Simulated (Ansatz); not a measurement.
Si64Ni: several calculations on one system

## 1. Relaxation

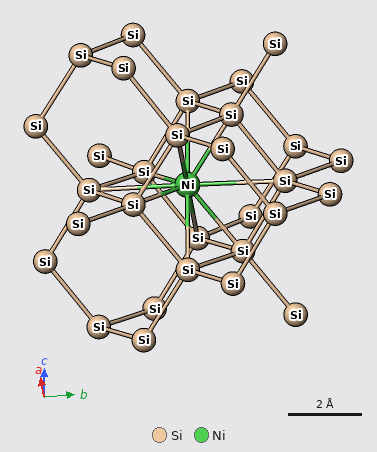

This is the input geometry for a relaxation of a defect cell of composition Si64Ni (cell charge +2). The picture is a ball-and-stick view of the atoms within 5.0 Å of the atom that moves most (axes of the cell of the calculation (origin shifted)), seen from a free direction.

The calculation used DFT, PBEsol, PAW, plane waves in Ansatz.

Set-up: plane-wave cutoff 420 eV; k-point mesh 1 × 1 × 1; mesh shifted by (0.25, 0.25, 0.25); collinear spin; atoms relaxed in a fixed cell; force threshold 0.03 eV/Å; at most 80 steps.

```xyz
65
Lattice="10.8656 0.0000 0.0000 0.0000 10.8656 0.0000 0.0000 0.0000 10.8656" Properties=species:S:1:pos:R:3 pbc="T T T"
Si    0.0068    0.0159    0.0150
Si   10.8519    0.0011    5.4275
Si    0.0118    5.4326    0.0001
Si    0.0120    5.3872    5.4506
Si    5.4609    0.0300    0.0078
Si    5.4282    0.0253    5.3991
Si    5.4374    5.4618    0.0045
Si    5.4257    5.4196    5.4422
Si    1.3373    1.3390    1.3524
Si    1.3841    1.3622    6.8217
Si    1.3651    6.7698    1.3901
Si    1.3617    6.7654    6.7993
Si    6.7905    1.3362    1.3597
Si    6.7614    1.4041    6.7854
Si    6.8208    6.7709    1.3303
Si    6.8128    6.7663    6.7881
Si    2.7106    2.7227    0.0117
Si    2.6891    2.7327    5.4197
Si    2.7306    8.1756   10.8415
Si    2.7140    8.1630    5.4287
Si    8.1591    2.7085   10.8610
Si    8.1553    2.7271    5.4470
Si    8.1476    8.1672    0.0304
Si    8.1521    8.1219    5.4456
Si    4.0773    4.0777    1.3579
Si    4.0564    4.0766    6.7893
Si    4.0577    9.4901    1.3850
Si    4.0867    9.5075    6.8187
Si    9.4969    4.0891    1.3818
Si    9.4779    4.1019    6.7896
Si    9.5366    9.5366    1.3505
Si    9.5082    9.4983    6.8010
Si    2.7298    0.0081    2.6945
Si    2.7197    0.0290    8.1249
Si    2.6954    5.4550    2.7097
Si    2.7026    5.4262    8.1524
Si    8.1475   10.8479    2.7177
Si    8.1169    0.0224    8.1550
Si    8.1541    5.4588    2.6821
Si    8.1347    5.4102    8.1495
Si    4.0945    1.3571    4.0759
Si    4.0979    1.3663    9.4985
Si    4.0613    6.7588    4.0584
Si    4.0367    6.7741    9.5210
Si    9.5190    1.3373    4.0592
Si    9.4421    1.3871    9.4926
Si    9.5439    6.7926    4.0870
Si    9.4797    6.7752    9.5198
Si    0.0207    2.7401    2.6534
Si   10.8452    2.7581    8.1741
Si   10.8499    8.1397    2.7054
Si    0.0021    8.1307    8.1548
Si    5.4376    2.7162    2.7154
Si    5.4399    2.7071    8.1569
Si    5.4178    8.1360    2.7139
Si    5.4373    8.1300    8.1213
Si    1.3149    4.0615    4.0497
Si    1.3558    4.0942    9.5231
Si    1.3461    9.5339    4.0786
Si    1.3253    9.5003    9.5178
Si    6.7595    4.0679    4.0514
Si    6.8049    4.0804    9.5364
Si    6.8028    9.4626    4.0964
Si    6.8235    9.4822    9.5021
Ni    4.1251    4.0688    4.0614
```

Question: Where does the relaxation end?

Answer: Over 10 geometry steps the energy falls by 0.739 eV per cell of the calculation. Largest force component: 0.81 eV/Å at the start, 0.016 eV/Å at the end. The atom that moves furthest is Ni65 (1.03 Å along [1 −1 1]). By element the largest moves are Ni 1.03 Å, Si 0.10 Å. The lattice vectors keep their values. Some distances before and after: Si35–Ni65 2.407 → 3.409 Å, Si25–Ni65 2.704 → 3.486 Å, Si43–Ni65 2.691 → 3.471 Å, Si57–Ni65 2.810 → 3.486 Å. Bonds break, among them: Si35–Ni65 (2.41 → 3.41 Å). Among the angles between lasting bonds that change: Si8–Ni65–Si41 125.7° → 175.0°, Si18–Ni65–Si61 127.1° → 175.0°, Si13–Si53–Ni65 179.5° → 149.2°. The program noted that the starting moments weren't kept.

After the run, drawn alike:

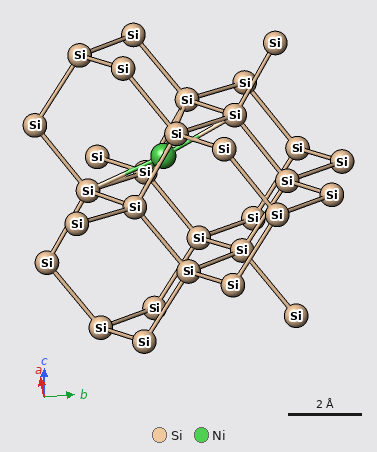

Limits of the set-up: the cell is charged, on a uniform background, and energies carry no finite-size correction.

## 2. Relaxation

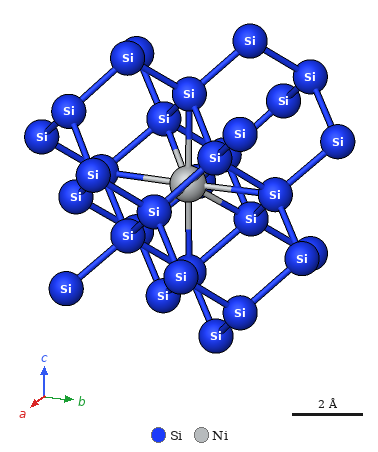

This is the input geometry for a relaxation of a defect cell of composition Si64Ni. A ball-and-stick model of the atoms within 5.8 Å of the atom that moves most (axes of the cell of the calculation (origin shifted)), seen from a free direction.

All numbers below come from Ansatz, DFT, PBEsol, PAW, plane waves.

Settings: plane-wave cutoff 420 eV; k-point mesh 1 × 1 × 1; mesh shifted by (0.25, 0.25, 0.25); collinear spin; atoms relaxed in a fixed cell; force threshold 0.03 eV/Å; at most 80 steps.

```
CELL_PARAMETERS angstrom
10.86558 0.00000 0.00000
0.00000 10.86558 0.00000
0.00000 0.00000 10.86558
ATOMIC_POSITIONS crystal
Si 0.00063 0.00147 0.00138
Si 0.99874 0.00010 0.49951
Si 0.00109 0.49998 0.00001
Si 0.00110 0.49581 0.50164
Si 0.50259 0.00276 0.00072
Si 0.49957 0.00233 0.49690
Si 0.50043 0.50267 0.00041
Si 0.49934 0.49879 0.50087
Si 0.12308 0.12323 0.12446
Si 0.12739 0.12537 0.62783
Si 0.12564 0.62305 0.12793
Si 0.12532 0.62264 0.62577
Si 0.62495 0.12297 0.12513
Si 0.62227 0.12923 0.62448
Si 0.62775 0.62315 0.12243
Si 0.62701 0.62273 0.62473
Si 0.24947 0.25058 0.00108
Si 0.24749 0.25150 0.49880
Si 0.25130 0.75243 0.99778
Si 0.24978 0.75127 0.49963
Si 0.75091 0.24927 0.99958
Si 0.75056 0.25099 0.50131
Si 0.74985 0.75166 0.00280
Si 0.75026 0.74749 0.50118
Si 0.37525 0.37529 0.12497
Si 0.37332 0.37518 0.62485
Si 0.37344 0.87341 0.12747
Si 0.37611 0.87501 0.62755
Si 0.87404 0.37634 0.12718
Si 0.87229 0.37751 0.62488
Si 0.87769 0.87769 0.12429
Si 0.87507 0.87417 0.62592
Si 0.25124 0.00075 0.24799
Si 0.25031 0.00267 0.74777
Si 0.24807 0.50204 0.24938
Si 0.24873 0.49939 0.75029
Si 0.74984 0.99837 0.25012
Si 0.74703 0.00206 0.75054
Si 0.75045 0.50239 0.24684
Si 0.74867 0.49792 0.75003
Si 0.37683 0.12490 0.37512
Si 0.37714 0.12575 0.87418
Si 0.37378 0.62204 0.37351
Si 0.37151 0.62344 0.87625
Si 0.87607 0.12308 0.37358
Si 0.86899 0.12766 0.87364
Si 0.87836 0.62515 0.37614
Si 0.87245 0.62355 0.87615
Si 0.00191 0.25218 0.24420
Si 0.99812 0.25384 0.75230
Si 0.99856 0.74912 0.24899
Si 0.00019 0.74830 0.75052
Si 0.50044 0.24998 0.24991
Si 0.50066 0.24915 0.75071
Si 0.49862 0.74879 0.24977
Si 0.50042 0.74824 0.74743
Si 0.12101 0.37380 0.37271
Si 0.12478 0.37681 0.87644
Si 0.12389 0.87744 0.37537
Si 0.12197 0.87435 0.87596
Si 0.62210 0.37439 0.37287
Si 0.62628 0.37554 0.87767
Si 0.62609 0.87088 0.37701
Si 0.62799 0.87268 0.87451
Ni 0.37965 0.37447 0.37378
```

Where does the relaxation end?

Answer. The largest move is that of Ni65, 0.65 Å along [1 1 −1]. Largest moves by element: Ni 0.65 Å, Si 0.10 Å. The lattice vectors keep their values. Near-neighbour distances that change, for instance: Si18–Ni65 2.386 → 3.000 Å, Si41–Ni65 2.712 → 3.198 Å, Si26–Ni65 2.729 → 3.186 Å, Si57–Ni65 2.810 → 3.198 Å. Bond angles that change, for instance: Si35–Ni65–Si61 126.3° → 156.7°, Si8–Ni65–Si25 126.9° → 156.6°, Si13–Si53–Ni65 179.5° → 160.6°. After 10 geometry steps the energy has fallen by 0.611 eV per cell of the calculation. The largest force component goes from 0.88 to 0.0016 eV/Å. The program noted that the starting moments weren't kept.

History of the run:

```csv
step,"E − E(0), meV/atom","largest force component, eV/Å"
0,0.00,0.8840
1,-7.57,0.2900
2,-8.13,0.1701
3,-8.29,0.0483
4,-8.38,0.0844
5,-8.72,0.1990
6,-8.86,0.2353
7,-9.35,0.0923
8,-9.38,0.0476
9,-9.38,0.0411
10,-9.39,0.0016
```

After the run, drawn alike:

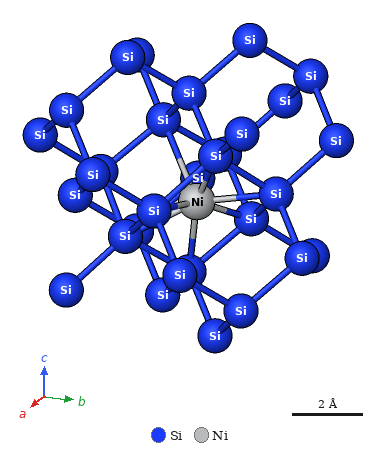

## 3. Defect

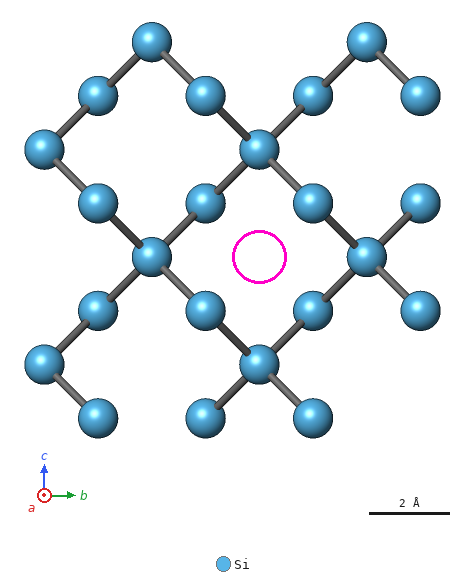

Perfect Si. A ball-and-stick model of the atoms within 6.0 Å of one point, in a slice 4.2 Å thick across the line of sight, seen along the a axis.

Level of theory: DFT, PBEsol, PAW, plane waves (Ansatz). (plane-wave cutoff 420 eV; k-point mesh 1 × 1 × 1; mesh shifted by (0.25, 0.25, 0.25); collinear spin) Fermi-Dirac smearing of 0.01 eV. A uniform background neutralises the charged cell. The axes drawn are those of the host's conventional cell.

An extra nickel atom is put between the host's atoms (an interstitial) at the ringed place, in charge state +1. The supercell has 64 sites, and the atoms are relaxed at the host's cell.

Question: Predict the relaxed surroundings of the defect.

Answer: The Ni atom starts with 10 Si at 2.35 to 2.72 Å around its place and ends with 6 Si at 2.29 to 2.35 Å. Of the host's atoms, a silicon atom moves furthest from its site, by 0.09 Å. The Ni atom itself moves 0.88 Å from where it was put. The cell's net moment is 0.98 μB.

The relaxed defect, seen from the same direction:

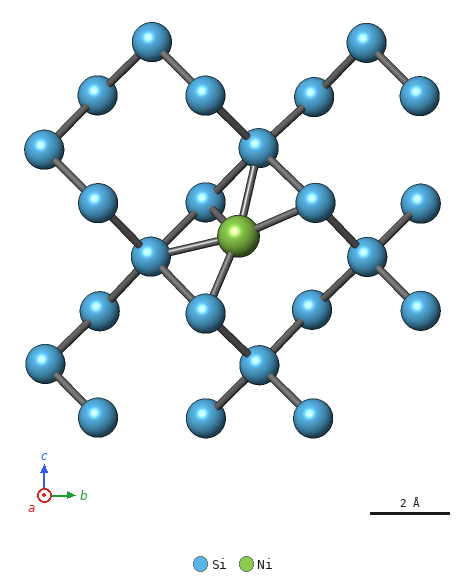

Limits of the set-up: the cell is charged, on a uniform background, and energies carry no finite-size correction.

## 4. Defect

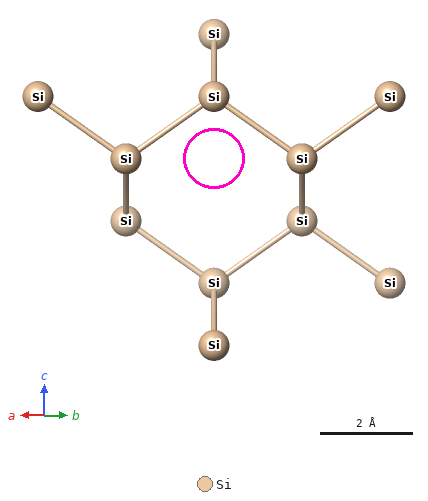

Perfect Si. Style: ball-and-stick. Shown: the atoms within 4.6 Å of one point, in a slice 5.0 Å thick across the line of sight, along [110].

Theory: DFT, PBEsol, PAW, plane waves in Ansatz. Settings: plane-wave cutoff 420 eV; k-point mesh 1 × 1 × 1; mesh shifted by (0.25, 0.25, 0.25); collinear spin. Fermi-Dirac smearing of 0.01 eV. The axes drawn are those of the host's conventional cell.

An extra nickel atom is put between the host's atoms (an interstitial) at the ringed place, in charge state 0. The supercell has 64 sites, and the atoms are relaxed at the host's cell.

Question: How do the neighbours respond?

Answer: The Ni atom starts with 10 Si at 2.35 to 2.72 Å around its place and ends with 6 Si at 2.29 to 2.40 Å. Of the host's atoms, a silicon atom moves furthest from its site, by 0.09 Å. The Ni atom itself moves 0.66 Å from where it was put. The cell ends without a net magnetic moment.

The relaxed defect, seen from the same direction:

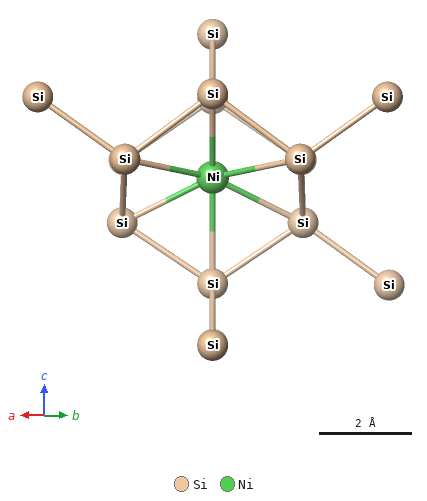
